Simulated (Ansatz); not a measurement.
Geometry relaxation of SiC (part 2 of 2)

SiC (P6₃mc, 12 atoms in the cell); DFT, PBE, plane waves, PAW, no spin polarisation (Ansatz 0.2.0); cutoff 240 eV, 12×12×2 k-mesh, fixed occupations. The structure derives from an entry of the Crystallography Open Database. The settings are looser than a standard set-up, so the numbers are not reference values.

Geometry of the input (Å; fractional positions):
```
3.1053  0.0000  0.0000
-1.5527  2.6893  0.0000
0.0000  0.0000  15.2417
Si 0.0000  0.0000  0.1250
Si 0.0000  0.0000  0.6250
Si 0.3333  0.6667  0.2918
Si 0.6667  0.3333  0.7918
Si 0.3333  0.6667  0.9583
Si 0.6667  0.3333  0.4583
C  0.0000  0.0000  -0.0003
C  0.0000  0.0000  0.4997
C  0.3333  0.6667  0.1669
C  0.6667  0.3333  0.6669
C  0.3333  0.6667  0.8333
C  0.6667  0.3333  0.3333
```

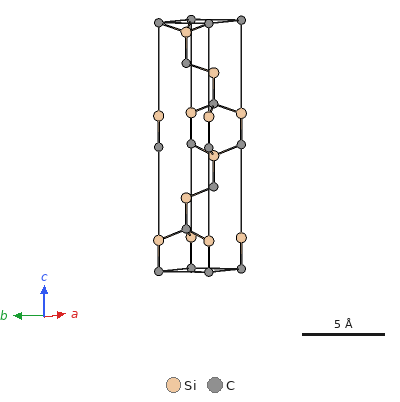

The geometry at step 3 of the log (ball-and-stick view of the cell of the calculation, seen at an oblique angle).

The program's output, continued:
```
relax step   5: F+E_penalty+E_count = -5319.01115314 eV  Δ(F+E_penalty+E_count) = +1.149e-4 eV  max|allowed force component| = 3.394e-5 eV/Å  Δτ_max = 0.0000 Å  P = +0.000 GPa  Ω = 127.293 Å³  energy of the carried Pulay correction = -1.156e-4 eV  (6 SCF iters, dr2 threshold 1.38e-9 eV, accepted)
iter 1 solved again at ethr=4.89e-8 eV; its pass at ethr=3.10e-3 eV (dr2=2.35e-5 eV) is discarded
SCF iter   1: F=—  HF=-5319.011109 eV  |F-HF|=—  |Δ(HF+E_count)|=         —  Δρ=1.96e-5  dr2=3.04e-7  ethr=4.89e-8  ⟨swp⟩=3.0  Hψ=8959  notcnv=0  defer=380
SCF iter   2: F=—  HF=-5319.011153 eV  |F-HF|=—  |Δ(HF+E_count)|=   4.43e-5  Δρ=1.50e-5  dr2=4.58e-7  ethr=6.33e-10  ⟨swp⟩=3.5  Hψ=2844  notcnv=0  defer=344
SCF iter   3: F=—  HF=-5319.011153 eV  |F-HF|=—  |Δ(HF+E_count)|=   9.25e-8  Δρ=7.73e-6  dr2=4.03e-8  ethr=6.33e-10  ⟨swp⟩=2.1  Hψ=1653  notcnv=0  defer=344
SCF iter   4: F=—  HF=-5319.011153 eV  |F-HF|=—  |Δ(HF+E_count)|=  8.74e-10  Δρ=6.12e-6  dr2=3.08e-8  ethr=8.39e-11  ⟨swp⟩=1.3  Hψ=1309  notcnv=0  defer=344
SCF iter   5: F=—  HF=-5319.011153 eV  |F-HF|=—  |Δ(HF+E_count)|=   1.83e-9  Δρ=4.61e-6  dr2=1.67e-8  ethr=6.42e-11  ⟨swp⟩=1.0  Hψ=1112  notcnv=0  defer=344
SCF iter   6: F=—  HF=-5319.011153 eV  |F-HF|=—  |Δ(HF+E_count)|=  6.87e-10  Δρ=3.61e-6  dr2=1.03e-8  ethr=3.48e-11  ⟨swp⟩=1.0  Hψ=1112  notcnv=0  defer=344
SCF iter   7: F=—  HF=-5319.011153 eV  |F-HF|=—  |Δ(HF+E_count)|=  5.44e-10  Δρ=2.49e-6  dr2=4.79e-9  ethr=2.15e-11  ⟨swp⟩=1.0  Hψ=1112  notcnv=0  defer=344
SCF iter   8: F=—  HF=-5319.011153 eV  |F-HF|=—  |Δ(HF+E_count)|=  1.61e-10  Δρ=1.88e-6  dr2=2.78e-9  ethr=9.97e-12  ⟨swp⟩=1.0  Hψ=1112  notcnv=0  defer=344
SCF iter   9: F=—  HF=-5319.011153 eV  |F-HF|=—  |Δ(HF+E_count)|=  1.28e-10  Δρ=1.31e-6  dr2=1.33e-9  ethr=5.80e-12  ⟨swp⟩=1.0  Hψ=1112  notcnv=0  defer=344
SCF iter  10: F=-5319.011153 eV  HF=-5319.011153 eV  |F-HF|=1.82e-12  |Δ(HF+E_count)|=  1.14e-10  Δρ=8.69e-9  dr2=8.81e-14  ethr=1.00e-12  ⟨swp⟩=13.2  Hψ=9924  notcnv=0
SCF 6 converged in 10 iterations: F = -5319.011153 eV  dr2 = 8.81e-14
relax step   6: F+E_penalty+E_count = -5319.01115314 eV  Δ(F+E_penalty+E_count) = -6.094e-11 eV  max|allowed force component| = 3.757e-5 eV/Å  Δτ_max = 0.0000 Å  P = +0.000 GPa  Ω = 127.293 Å³  stress off target by 4.56e-3 GPa  SCF on the basis re-selected at this cell (its energy is not comparable with the rows above)  (10 SCF iters)
basis re-selected at this cell: Δ(F+E_penalty+E_count) = -6.094e-11 eV, ΔP = +0.000 GPa vs the last step (what re-selecting the basis moved, of the pressure what is left beyond the Pulay correction that the steps carried, after the strain that the cell walked since its last selection, with what the two solves' SCF thresholds leave and, on support functions, any second-order correction that the steps lacked; it is no measure of the basis error at this ecutwfc). This SCF's stress stands 4.56e-3 GPa from its target on what of the cell is left free (relax.cell.stress_tol is 1.00e-2 GPa) and its largest allowed force component is 3.76e-5 eV/Å (relax.f_tol is 1.00e-3 eV/Å): within both
SCF converged after 10 iterations
Free energy (F): -5319.011153 eV
Harris-Foulkes:  -5319.011153 eV  (|F-HF|=1.82e-12)
Internal energy: -5319.011153 eV  (E = F + TS)
E sigma→0 (E₀):  -5319.011153 eV
Fermi energy:    9.309518 eV
--- Per-component energies (eV) ---
  E_band       = 160.943175
  E_kinetic    = 809.701102
  E_local      = -622.953991  (includes V_loc(G=0)·N_el)
  E_nonlocal   = 297.211800
  E_hartree    = 191.499252
  E_xc         = -633.403491
  E_vxc        = -656.699558  (∫ρ·V_xc dr)
  E_paw        = -3667.355037  (= ΣΔE_a)
  E_vpaw       = -49.316227  (= ΣTr[D̂ρ^β])
  E_aug_tail   = 0.001544  (compensation charges beyond the density's cutoff)
  E_ewald      = -1693.712332
  E_smearing   = -0.000000  (= −TS)
  E_closure    = 0.000000  (closes the sum)
  Σ components = -5319.011153   (vs F -5319.011153, Δ=0.00e0)
--- Forces (eV/Å), atoms counted from 1 ---
  atom   1  Si     0.00000000    -0.00000000    -0.00000294
  atom   2  Si     0.00000000     0.00000000    -0.00000294
  atom   3  Si     0.00000000    -0.00000000    -0.00001776
  atom   4  Si     0.00000000     0.00000000    -0.00001776
  atom   5  Si     0.00000000     0.00000000     0.00003805
  atom   6  Si    -0.00000000    -0.00000000     0.00003805
  atom   7  C      0.00000000     0.00000000     0.00000780
  atom   8  C      0.00000000    -0.00000000     0.00000780
  atom   9  C     -0.00000000     0.00000000     0.00001790
  atom  10  C     -0.00000000    -0.00000000     0.00001790
  atom  11  C     -0.00000000     0.00000000    -0.00003648
  atom  12  C     -0.00000000     0.00000000    -0.00003648
  max |Σ_I F_I| component: 1.31e-5 eV/Å
--- Stress (GPa, compression-positive) ---
        0.002791       0.000000      -0.000000
        0.000000       0.002791      -0.000000
       -0.000000      -0.000000      -0.004560
  P = ⅓ Tr σ = 0.0003 GPa (0.003 kbar)
--- Band table (eV; the first three rows and the last of 38) ---
  k-point 0: bands = ["-6.0940", "-5.5815", "-5.5486", "-4.0931", "-4.0648", "-2.6476", "0.7679", "3.0412", "3.0808", "6.8432", "6.8538", "8.1440", "8.1440", "8.3381", "8.3381", "8.4568", "8.4568", "8.9267", "8.9267", "9.0068", "9.0068", "9.2516", "9.3095", "9.3095", "14.1408", "14.3180", "14.7051", "15.1083", "15.2260", "15.6279", "16.0584", "16.0584", "16.2930", "16.2930", "16.4601", "16.5881"]
  k-point 1: bands = ["-5.9607", "-5.9607", "-4.9240", "-4.9240", "-3.1550", "-3.1550", "1.5076", "1.5076", "4.9149", "4.9149", "8.2323", "8.2323", "8.2323", "8.2323", "8.4911", "8.4911", "8.6688", "8.6688", "8.6688", "8.6688", "9.2102", "9.2102", "9.2102", "9.2102", "14.2121", "14.2121", "14.9467", "14.9467", "15.5042", "15.5042", "16.1550", "16.1550", "16.1550", "16.1550", "16.4590", "16.4590"]
  k-point 2: bands = ["-5.9754", "-5.4647", "-5.4314", "-3.9817", "-3.9536", "-2.5473", "0.8825", "3.1182", "3.1579", "6.7857", "6.8081", "7.4794", "7.7485", "7.8458", "7.9229", "8.1810", "8.2547", "8.4594", "8.5406", "8.8249", "8.8331", "8.8973", "9.1753", "9.2533", "14.5063", "14.6977", "14.9590", "15.3784", "15.4454", "15.7121", "15.8487", "15.9653", "16.3012", "16.3198", "16.4788", "16.4855"]
  k-point 37: bands = ["-1.6960", "-1.6960", "-1.5718", "-1.5718", "-1.5369", "-1.5369", "1.8524", "1.8524", "2.0179", "2.0179", "2.4044", "2.4044", "3.5407", "3.5407", "4.0789", "4.0789", "4.5077", "4.5077", "6.2773", "6.2773", "6.6861", "6.6861", "7.0506", "7.0506", "12.9283", "12.9283", "13.5643", "13.5643", "14.6157", "14.6157", "16.5479", "16.5479", "17.6891", "17.6891", "18.3536", "18.3536"]
--- Relaxed structure (4 steps of the walk, 4 accepted, 2 SCFs on fresh bases) ---
  F+E_penalty+E_count = -5319.01115314 eV   max|allowed force component| = 3.757e-5 eV/Å   (the final SCF, on the basis selected at the relaxed cell)
  cell:  # Å, volume = 127.2928 Å³
    - [3.1054087684951504, 0.0, -4.953871295810511e-35]
    - [-1.5527043842475752, 2.6893628826517486, -4.3873497748954443e-35]
    - [-2.431462980177201e-34, -3.890340768283522e-34, 15.2417815563553]
  atoms:
    - { symbol: Si, position: [4.6843239925350254e-35, -7.957149382979766e-36, 0.12503012596145333] }
    - { symbol: Si, position: [-5.375346827477205e-35, -4.376432160638873e-35, 0.6250301259614531] }
    - { symbol: Si, position: [0.3333333333333333, 0.6666666666666666, 0.29180256064561266] }
    - { symbol: Si, position: [0.6666666666666666, 0.3333333333333333, 0.7918025606456126] }
    - { symbol: Si, position: [0.3333333333333333, 0.6666666666666666, 0.9582800400374837] }
    - { symbol: Si, position: [0.6666666666666666, 0.3333333333333333, 0.4582800400374837] }
    - { symbol: C, position: [1.231974312862594e-34, 5.172147098936852e-35, -0.00029650913490107195] }
    - { symbol: C, position: [-1.5392170325845955e-34, 3.9785746914899e-36, 0.4997034908650989] }
    - { symbol: C, position: [0.3333333333333333, 0.6666666666666666, 0.1668704553880704] }
    - { symbol: C, position: [0.6666666666666666, 0.3333333333333333, 0.6668704553880703] }
    - { symbol: C, position: [0.3333333333333333, 0.6666666666666666, 0.8333133271022808] }
    - { symbol: C, position: [0.6666666666666666, 0.3333333333333333, 0.33331332710228084] }
```

Trajectory as extended XYZ (Å, eV, eV/Å), 6 frames, from step=1 to step=6:
```
12
Lattice="3.1053 0.0000 0.0000 -1.5527 2.6893 0.0000 0.0000 0.0000 15.2417" Properties=species:S:1:pos:R:3:forces:R:3 step=1 energy=-5319.01186 pressure_GPa=0.01
Si    0.0000    0.0000    1.9057    0.0000   0.0000  -0.0039
Si    0.0000    0.0000    9.5266    0.0000   0.0000  -0.0039
Si    0.0000    1.7929    4.4476    0.0000   0.0000  -0.0015
Si    1.5527    0.8964   12.0684    0.0000   0.0000  -0.0015
Si    0.0000    1.7929   14.6058    0.0000   0.0000  -0.0007
Si    1.5527    0.8964    6.9850    0.0000   0.0000  -0.0007
C     0.0000    0.0000   -0.0046    0.0000   0.0000   0.0024
C     0.0000    0.0000    7.6163    0.0000   0.0000   0.0024
C     0.0000    1.7929    2.5432    0.0000   0.0000   0.0046
C     1.5527    0.8964   10.1641    0.0000   0.0000   0.0046
C     0.0000    1.7929   12.7011    0.0000   0.0000  -0.0008
C     1.5527    0.8964    5.0803    0.0000   0.0000  -0.0008
12
Lattice="3.1053 0.0000 0.0000 -1.5526 2.6892 0.0000 0.0000 0.0000 15.2429" Properties=species:S:1:pos:R:3:forces:R:3 step=2 energy=-5319.01150 pressure_GPa=0.00
Si    0.0000    0.0000    1.9058    0.0000   0.0000  -0.0008
Si    0.0000    0.0000    9.5272    0.0000   0.0000  -0.0008
Si    0.0000    1.7928    4.4479    0.0000   0.0000  -0.0007
Si    1.5526    0.8964   12.0693    0.0000   0.0000  -0.0007
Si    0.0000    1.7928   14.6069    0.0000   0.0000   0.0005
Si    1.5526    0.8964    6.9855    0.0000   0.0000   0.0005
C     0.0000    0.0000   -0.0045    0.0000   0.0000   0.0008
C     0.0000    0.0000    7.6169    0.0000   0.0000   0.0008
C     0.0000    1.7928    2.5436    0.0000   0.0000   0.0012
C     1.5526    0.8964   10.1650    0.0000   0.0000   0.0012
C     0.0000    1.7928   12.7021    0.0000   0.0000  -0.0009
C     1.5526    0.8964    5.0807    0.0000   0.0000  -0.0009
12
Lattice="3.1053 0.0000 0.0000 -1.5527 2.6893 0.0000 0.0000 0.0000 15.2424" Properties=species:S:1:pos:R:3:forces:R:3 step=3 energy=-5319.01127 pressure_GPa=-0.00
Si    0.0000    0.0000    1.9058    0.0000   0.0000  -0.0005
Si    0.0000    0.0000    9.5270    0.0000   0.0000  -0.0005
Si    0.0000    1.7929    4.4478    0.0000   0.0000  -0.0003
Si    1.5527    0.8964   12.0690    0.0000   0.0000  -0.0003
Si    0.0000    1.7929   14.6065    0.0000   0.0000  -0.0001
Si    1.5527    0.8964    6.9853    0.0000   0.0000  -0.0001
C     0.0000    0.0000   -0.0045    0.0000   0.0000   0.0004
C     0.0000    0.0000    7.6167    0.0000   0.0000   0.0004
C     0.0000    1.7929    2.5435    0.0000   0.0000   0.0005
C     1.5527    0.8964   10.1647    0.0000   0.0000   0.0005
C     0.0000    1.7929   12.7018    0.0000   0.0000  -0.0001
C     1.5527    0.8964    5.0805    0.0000   0.0000  -0.0001
12
Lattice="3.1053 0.0000 0.0000 -1.5527 2.6893 0.0000 0.0000 0.0000 15.2424" Properties=species:S:1:pos:R:3:forces:R:3 step=4 energy=-5319.01127 pressure_GPa=0.00
Si    0.0000    0.0000    1.9058    0.0000   0.0000  -0.0005
Si    0.0000    0.0000    9.5270    0.0000   0.0000  -0.0005
Si    0.0000    1.7929    4.4478    0.0000   0.0000  -0.0003
Si    1.5527    0.8964   12.0690    0.0000   0.0000  -0.0003
Si    0.0000    1.7929   14.6065    0.0000   0.0000  -0.0001
Si    1.5527    0.8964    6.9853    0.0000   0.0000  -0.0001
C     0.0000    0.0000   -0.0045    0.0000   0.0000   0.0004
C     0.0000    0.0000    7.6167    0.0000   0.0000   0.0004
C     0.0000    1.7929    2.5435    0.0000   0.0000   0.0005
C     1.5527    0.8964   10.1647    0.0000   0.0000   0.0005
C     0.0000    1.7929   12.7018    0.0000   0.0000  -0.0001
C     1.5527    0.8964    5.0805    0.0000   0.0000  -0.0001
12
Lattice="3.1054 0.0000 0.0000 -1.5527 2.6894 0.0000 0.0000 0.0000 15.2418" Properties=species:S:1:pos:R:3:forces:R:3 step=5 energy=-5319.01115 pressure_GPa=0.00
Si    0.0000    0.0000    1.9057    0.0000   0.0000   0.0000
Si    0.0000    0.0000    9.5266    0.0000   0.0000   0.0000
Si    0.0000    1.7929    4.4476    0.0000   0.0000   0.0000
Si    1.5527    0.8965   12.0685    0.0000   0.0000   0.0000
Si    0.0000    1.7929   14.6059    0.0000   0.0000   0.0000
Si    1.5527    0.8965    6.9850    0.0000   0.0000   0.0000
C     0.0000    0.0000   -0.0045    0.0000   0.0000   0.0000
C     0.0000    0.0000    7.6164    0.0000   0.0000   0.0000
C     0.0000    1.7929    2.5434    0.0000   0.0000   0.0000
C     1.5527    0.8965   10.1643    0.0000   0.0000   0.0000
C     0.0000    1.7929   12.7012    0.0000   0.0000   0.0000
C     1.5527    0.8965    5.0803    0.0000   0.0000   0.0000
12
Lattice="3.1054 0.0000 0.0000 -1.5527 2.6894 0.0000 0.0000 0.0000 15.2418" Properties=species:S:1:pos:R:3:forces:R:3 step=6 energy=-5319.01115 pressure_GPa=0.00
Si    0.0000    0.0000    1.9057    0.0000   0.0000   0.0000
Si    0.0000    0.0000    9.5266    0.0000   0.0000   0.0000
Si    0.0000    1.7929    4.4476    0.0000   0.0000   0.0000
Si    1.5527    0.8965   12.0685    0.0000   0.0000   0.0000
Si    0.0000    1.7929   14.6059    0.0000   0.0000   0.0000
Si    1.5527    0.8965    6.9850    0.0000   0.0000   0.0000
C     0.0000    0.0000   -0.0045    0.0000   0.0000   0.0000
C     0.0000    0.0000    7.6164    0.0000   0.0000   0.0000
C     0.0000    1.7929    2.5434    0.0000   0.0000   0.0000
C     1.5527    0.8965   10.1643    0.0000   0.0000   0.0000
C     0.0000    1.7929   12.7012    0.0000   0.0000   0.0000
C     1.5527    0.8965    5.0803    0.0000   0.0000   0.0000
```

Results in brief:

- outcome: converged
- space group (tolerance 0.01 Å): P6₃mc (186)
- electrons treated: 48
- free energy: −5319.0112 eV
- Fermi energy: 9.310 eV
- gap on the k-point mesh: 1.96 eV
- pressure: 0.00 GPa
- final volume: 127.29 Å³
- largest force (length of the vector) at the end: under 0.001 eV/Å
- final cell: a = 3.105 Å, b = 3.105 Å, c = 15.242 Å, α = 90.00°, β = 90.00°, γ = 120.00°
- hardware: 1 thread of Intel Xeon (Granite Rapids), 64 GiB of memory available, shared host
- wall time: 28 s
- peak memory: 0.4 GiB

Notes:

Settings chosen away from the usual ones: cell and atoms relaxed tightly for response. These settings are looser than, or depart from, a standard set-up, so the numbers are not reference values for this system. The program warns: the cutoff is below the recommended one.
